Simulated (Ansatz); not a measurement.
System: B5N.

```cif
data_structure
_symmetry_space_group_name_H-M 'P 1'
_symmetry_Int_Tables_number 1
_cell_length_a 4.3509
_cell_length_b 4.3509
_cell_length_c 7.4412
_cell_angle_alpha 90.000
_cell_angle_beta 90.000
_cell_angle_gamma 90.000
_cell_volume 140.87
loop_
_atom_site_label
_atom_site_type_symbol
_atom_site_fract_x
_atom_site_fract_y
_atom_site_fract_z
_atom_site_occupancy
B1 B 0.16826 0.50000 0.00000 1
B2 B 0.66826 0.00000 0.50000 1
B3 B 0.33174 0.00000 0.50000 1
B4 B 0.83174 0.50000 0.00000 1
B5 B 0.50000 0.16826 0.00000 1
B6 B 0.00000 0.66826 0.50000 1
B7 B 0.00000 0.33174 0.50000 1
B8 B 0.50000 0.83174 0.00000 1
B9 B 0.00000 0.00000 0.00000 1
B10 B 0.50000 0.50000 0.50000 1
N1 N 0.00000 0.00000 0.50000 1
N2 N 0.50000 0.50000 0.00000 1
```

Space group I4/mmm; a structure generated by program, which may or may not match a known phase.

Method: Ansatz, DFT PBE, scalar-relativistic, plane waves, PAW.

Question: Predict the valence pseudo-density and electron localisation function between the atoms.

Answer: B–N (1.44 Å): ρ is about 1.6 e/Å³ halfway; the ELF peaks at about 0.85 between the atoms.
B–B (1.46 Å): ρ is about 1.3 e/Å³ halfway; the ELF peaks at about 0.90 between the atoms.

Question: Does the calculation give a band gap?

Answer: It is metallic or semimetallic at this level of theory: no gap opens.

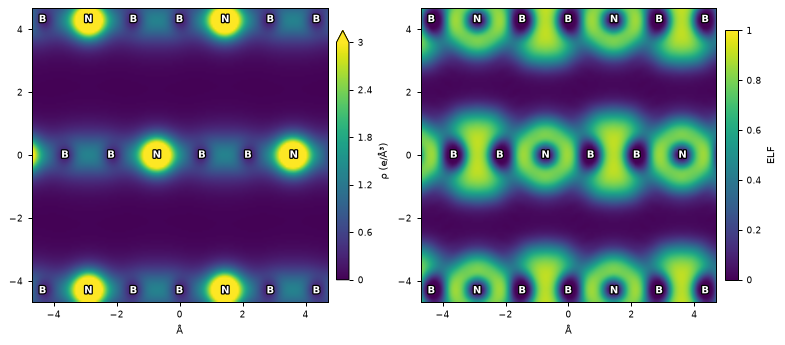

Computed valence pseudo-density and electron localisation function on the (101) plane of the conventional cell, in this order. 

Core electrons are frozen (PAW), and the valence fields are smoothed inside the atomic spheres.
